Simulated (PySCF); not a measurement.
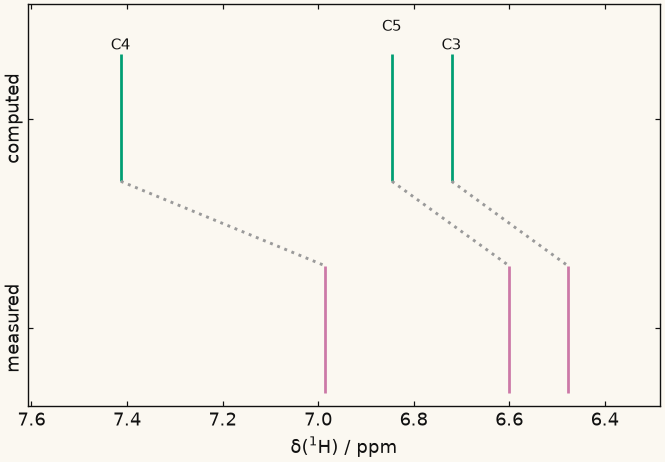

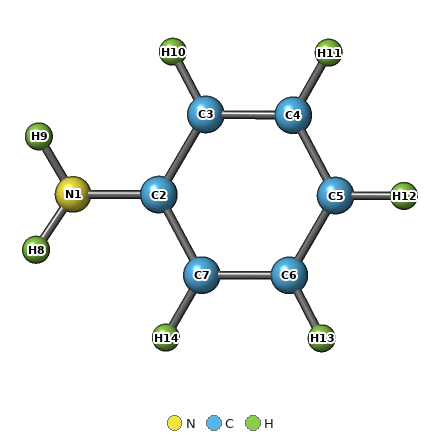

¹H shifts of C₆H₇N, SMILES Nc1ccccc1 against TMS: GIAO PBE0/pcSseg-1 (PySCF 2.14.0) for one gas-phase conformer (GFN2-xTB, like atoms averaged; labels name one atom bearing the H of each set) above, published measurements (n-hexane) below; dotted lines join the same nuclei. Only nuclei with a measured value are shown, one named for each set of like atoms.

### How well does the calculation match?

Mean error 0.31 ppm, mean absolute error 0.31 ppm; the largest is 0.43 ppm, for H on C4.

### Is the order of the signals reproduced?

Yes, no dotted lines cross.

Known limits of this run: the tight-binding geometry is rougher than a DFT one and adds to the error.
